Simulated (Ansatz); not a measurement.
# Single-point calculation, with input and output: KZnF$_{3}$

System: KZnF$_{3}$ (R-3m, 5 atoms in the cell).
Method: DFT r2SCAN, scalar-relativistic, plane waves, PAW, no spin polarisation (Ansatz 0.2.0).

The structure derives from an entry of the Crystallography Open Database. It belongs to a series of runs on one base structure; here: ratio of the length along [111] to the lengths across it x 2.0, volume and fractional coordinates fixed.

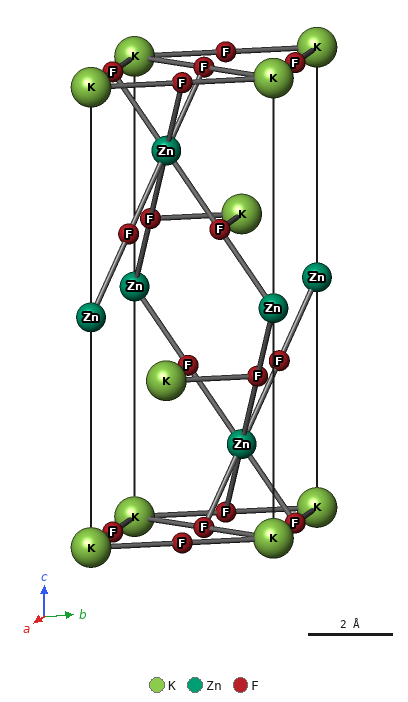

The input geometry (ball-and-stick view of the cell 3 times as large as that of the calculation, set on its symmetry axes, seen slightly off an axis). An atom can appear more than once, as a periodic image.

Summary

| quantity | value |
| --- | --- |
| outcome | converged |
| space group (tolerance 0.01 Å) | R-3m (166) |
| electrons treated | 42 |
| free energy | −7296.4362 eV |
| Fermi energy | 5.085 eV |
| gap on the k-point mesh | none (metallic) |
| pressure | 15.85 GPa |
| largest force (length of the vector) | under 0.001 eV/Å |
| hardware | 1 thread of Arm Neoverse V1, 24 GiB of memory available, shared host |
| wall time | 12 s |
| peak memory | 0.57 GiB |

Remarks

The cell is under a pressure of 15.9 GPa at this level, so it is not at its equilibrium volume.

Input
```yaml
crystal:
  lattice:
    - [4.2859828403, 1.0714957101, 1.0714957101]
    - [1.0714957101, 4.2859828403, 1.0714957101]
    - [1.0714957101, 1.0714957101, 4.2859828403]
  atoms:
    - { symbol: K, position: [0.0, 0.0, 0.0] }
    - { symbol: Zn, position: [0.5, 0.5, 0.5] }
    - { symbol: F, position: [0.5, 0.5, 0.0] }
    - { symbol: F, position: [0.0, 0.5, 0.5] }
    - { symbol: F, position: [0.5, 0.0, 0.5] }
basis:
  ecutwfc: 500
kpoints:
  mp_grid: { grid: [6, 6, 6] }
hamiltonian:
  xc: r2scan
scf:
  occupations: { method: gaussian, width: 0.05 }
output:
  forces: true
  stress: true
  eigenvalues: true
```

Run as:
```bash
ansatz run input.yaml --threads 1 --pin off --max-ram 2560MiB --backend cpu --events-out ev --progress --plain --runs-dir out
```

The program's output
```
Engine: ansatz 0.2.0, aarch64-unknown-linux-gnu
Pseudopotentials: kind: paw
Pseudopotential: K, paw, valence charge 9, recommended cutoff 500 eV (meta_gga), K.paw.azcp
Pseudopotential: Zn, paw, valence charge 12, recommended cutoff 500 eV (meta_gga), Zn.paw.azcp
Pseudopotential: F, paw, valence charge 7, recommended cutoff 500 eV (meta_gga), F.paw.azcp
Functional definition: r2SCAN
  parameter k0 = 0.174
  parameter k1 = 0.065
  parameter a1 = 4.9479
  exchange = r2scan_x(k0 = k0, k1 = k1, a1 = a1)
  correlation = r2scan_c
Crystal: 5 atoms, lattice volume = 66.430 Å³
Basis set: ecut = 500 eV, 1687 PW (Γ), exchange–correlation on 144×144×144 points (64 copies of the dense FFT grid, shifted against one another)
Bands: 26, of which v1, the nominal top of the filled ones, is band 21 counted from 1 (20 counted from 0)
Symmetry: 12 space group operations
Space group: R-3m (ITA 166), of the structure as read, at distance tolerance 4.0e-5 Å
k-points: 32 of 216
Non-local potential: K, projectors of the file, l = 0: 3, l = 1: 2, l = 2: 2
Non-local potential: Zn, projectors of the file, l = 0: 2, l = 1: 2, l = 2: 3, l = 3: 1
Non-local potential: F, projectors of the file, l = 0: 2, l = 1: 2, l = 2: 1
PAW form: soft (Blöchl's): semilocal exchange-correlation on the pseudo side does not see the compensation charge
PAW frozen core: K, regenerated for the run's functional (the file was generated under x = pbe(κ = 0.804, μ = 0.2195149727645171), c = pbe(β = 0.06672455060314922))
PAW frozen core: Zn, regenerated for the run's functional (the file was generated under x = pbe(κ = 0.804, μ = 0.2195149727645171), c = pbe(β = 0.06672455060314922))
PAW frozen core: F, regenerated for the run's functional (the file was generated under x = pbe(κ = 0.804, μ = 0.2195149727645171), c = pbe(β = 0.06672455060314922))
PAW one-centre angular grid: K, 302 points (default); XC on 160 Gauss nodes
PAW one-centre angular grid: Zn, 590 points (default); XC on 261 of its mesh's 2673 points in the sphere
PAW one-centre angular grid: F, 302 points (default); XC on 160 Gauss nodes
Initial density: superposition of atomic densities (neutral atoms: chi_scale 0, normalization atom), corrected by the library's trained network
Initial wavefunctions: pseudopotential atomic-orbital guess
Functional: x = r2scan, c = r2scan; τ floored in thin density (d = 2e-4 eV/Å³)
SCF iter   1: F=—  HF=-7296.379558 eV  |F-HF|=—  |Δ(HF+E_count)|=         —  Δρ=1.61e-2  dr2=1.58e-1  dr2_τ=1.35e-1  ethr=1.77e-3  ⟨swp⟩=6.8  Hψ=4079  notcnv=0
preconditioner: auto → none  [insulator: Δε(μ)=0.619 eV  Ē_g=16.170 eV  σ=0.050 eV  W_gap=0.51  n_scr=14 (ndim 8)  ℏωp=29.5 eV  f_vac=0.168  D(μ)=0.38/eV (n_scr^D=0)  ε∞_Penn≈4.3]
SCF iter   2: F=—  HF=-7296.445203 eV  |F-HF|=—  |Δ(HF+E_count)|=   6.56e-2  Δρ=1.14e-2  dr2=3.75e-2  dr2_τ=6.46e-3  ethr=3.77e-4  ⟨swp⟩=2.7  Hψ=1875  notcnv=0  defer=31
SCF iter   3: F=—  HF=-7296.436413 eV  |F-HF|=—  |Δ(HF+E_count)|=   8.79e-3  Δρ=3.15e-3  dr2=3.19e-3  dr2_τ=3.91e-4  ethr=8.92e-5  ⟨swp⟩=2.0  Hψ=1568  notcnv=0  defer=31
SCF iter   4: F=—  HF=-7296.436337 eV  |F-HF|=—  |Δ(HF+E_count)|=   7.62e-5  Δρ=1.53e-3  dr2=5.93e-4  dr2_τ=3.74e-5  ethr=7.58e-6  ⟨swp⟩=2.0  Hψ=1124  notcnv=0  defer=31
SCF iter   5: F=—  HF=-7296.436157 eV  |F-HF|=—  |Δ(HF+E_count)|=   1.80e-4  Δρ=2.32e-4  dr2=1.63e-5  dr2_τ=3.14e-6  ethr=1.41e-6  ⟨swp⟩=2.0  Hψ=1332  notcnv=0  defer=31
SCF iter   6: F=—  HF=-7296.436159 eV  |F-HF|=—  |Δ(HF+E_count)|=   2.17e-6  Δρ=6.00e-5  dr2=1.30e-6  dr2_τ=1.98e-7  ethr=3.88e-8  ⟨swp⟩=2.3  Hψ=1140  notcnv=0  defer=31
SCF iter   7: F=-7296.436160 eV  HF=-7296.436160 eV  |F-HF|=7.79e-9  |Δ(HF+E_count)|=   3.25e-8  Δρ=1.08e-5  dr2=4.15e-8  dr2_τ=3.73e-9  ethr=2.38e-10  ⟨swp⟩=6.8  Hψ=4061  notcnv=0
SCF 1 converged in 7 iterations: F = -7296.436160 eV  dr2 = 4.15e-8
  greatest PAW one-centre occupation: 0.991 electrons in one spin orbital (limit 2), on the Zn atom at site 1 (counted from 0), in its partial waves of l = 2
```

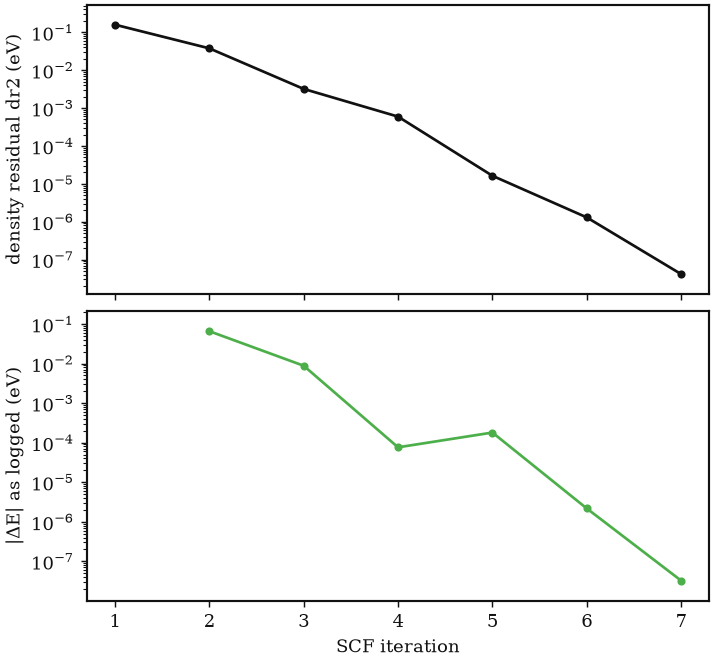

Convergence of the self-consistent field: density residual dr2 and size of the energy change against the SCF iteration. The residual falls at every step.

```
SCF converged after 7 iterations
Free energy (F): -7296.436160 eV
Harris-Foulkes:  -7296.436160 eV  (|F-HF|=7.79e-9)
Internal energy: -7296.435565 eV  (E = F + TS)
E sigma→0 (E₀):  -7296.435862 eV
Entropy (-TS):   -0.000595 eV (-0.119 meV/atom)
Fermi energy:    5.085424 eV
--- Per-component energies (eV) ---
  E_band       = -161.688722
  E_kinetic    = 1018.621749
  E_local      = -4129.492741  (includes V_loc(G=0)·N_el)
  E_nonlocal   = 857.841145
  E_hartree    = 1649.215255
  E_xc         = -495.886032
  E_vxc        = -587.733398  (∫ρ·V_xc dr)
  E_paw        = -3255.405804  (= ΣΔE_a)
  E_vpaw       = -657.686221  (= ΣTr[D̂ρ^β])
  E_aug_tail   = 0.003024  (compensation charges beyond the density's cutoff)
  E_vtau       = 38.334275  (kinetic-family band-sum trace: ∫τ·v_τ [+ j·A + Jᵃ·Aᵃ] dr)
  E_ewald      = -2940.859182
  E_core_change = -0.472978  (= ΣΔE_core)
  E_smearing   = -0.000595  (= −TS)
  E_closure    = -0.000000  (closes the sum)
  Σ components = -7296.436160   (vs F -7296.436160, Δ=0.00e0)
--- Forces (eV/Å), atoms counted from 1 ---
  atom   1  K      0.00000000    -0.00000000    -0.00000000
  atom   2  Zn    -0.00000000     0.00000000     0.00000000
  atom   3  F     -0.00000000    -0.00000000     0.00000000
  atom   4  F      0.00000000     0.00000000     0.00000000
  atom   5  F      0.00000000    -0.00000000     0.00000000
  max |Σ_I F_I| component: 3.47e-29 eV/Å
--- Stress (GPa, compression-positive) ---
       15.853290     -26.818615     -26.818615
      -26.818615      15.853290     -26.818615
      -26.818615     -26.818615      15.853290
  P = ⅓ Tr σ = 15.8533 GPa (158.533 kbar)
--- Band table (eV; the first three rows and the last of 32) ---
  k-point 0: bands = ["-23.1020", "-18.1132", "-16.9590", "-16.9590", "-6.3333", "-6.3333", "-6.1052", "-1.8175", "-1.8175", "-1.5235", "-1.5169", "-1.5169", "-0.6318", "1.0700", "1.7897", "1.7897", "2.7380", "2.7380", "3.8929", "4.7024", "5.0218", "5.0218", "13.4847", "13.4847", "13.5572", "14.3067"]
  k-point 1: bands = ["-23.0698", "-18.1172", "-17.0670", "-16.9718", "-6.2235", "-6.1081", "-6.0636", "-1.8246", "-1.8104", "-1.6475", "-1.5210", "-1.5165", "-0.3769", "1.1107", "1.6463", "1.7568", "2.4314", "2.7148", "3.6941", "4.3851", "4.9509", "5.4111", "12.0313", "12.7185", "13.7744", "15.5537"]
  k-point 2: bands = ["-23.0030", "-18.1252", "-17.2786", "-16.9971", "-6.1123", "-5.9920", "-5.4758", "-1.9146", "-1.7950", "-1.7533", "-1.5155", "-1.5146", "0.0316", "1.2288", "1.3801", "1.6805", "1.9435", "2.5520", "3.4396", "3.5513", "4.8042", "6.4461", "10.3144", "12.1135", "14.4253", "16.5575"]
  k-point 31: bands = ["-23.0848", "-18.0735", "-16.9549", "-16.9549", "-6.3747", "-6.3747", "-6.3545", "-2.2304", "-1.9982", "-1.9982", "-1.7528", "-1.7528", "-0.7583", "0.6437", "2.7443", "2.7443", "2.7580", "2.7580", "3.9061", "5.0479", "5.0479", "8.9129", "11.6483", "11.6483", "14.4764", "15.7798"]
```

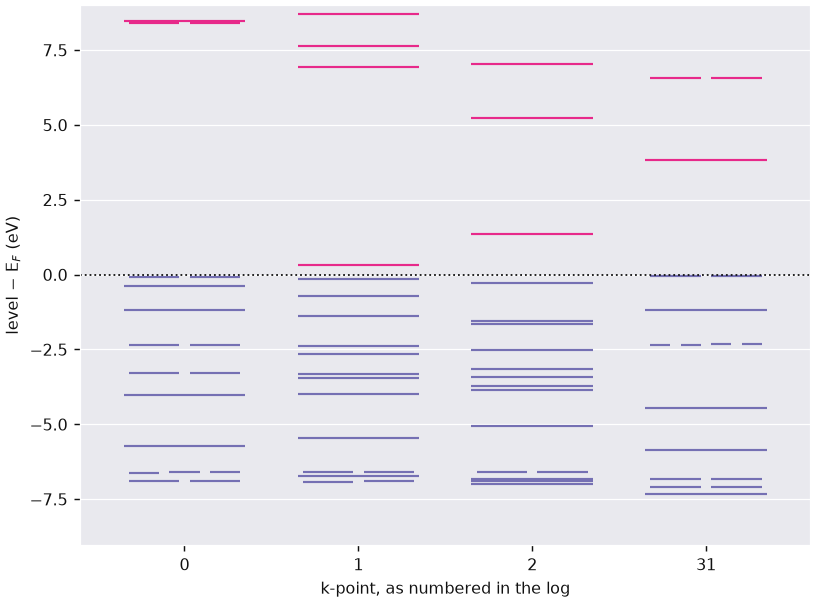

Kohn–Sham levels near the Fermi level (dotted) at the few k-points that the log prints; levels within 0.02 eV of each other stand side by side. The system is metallic on the full mesh.
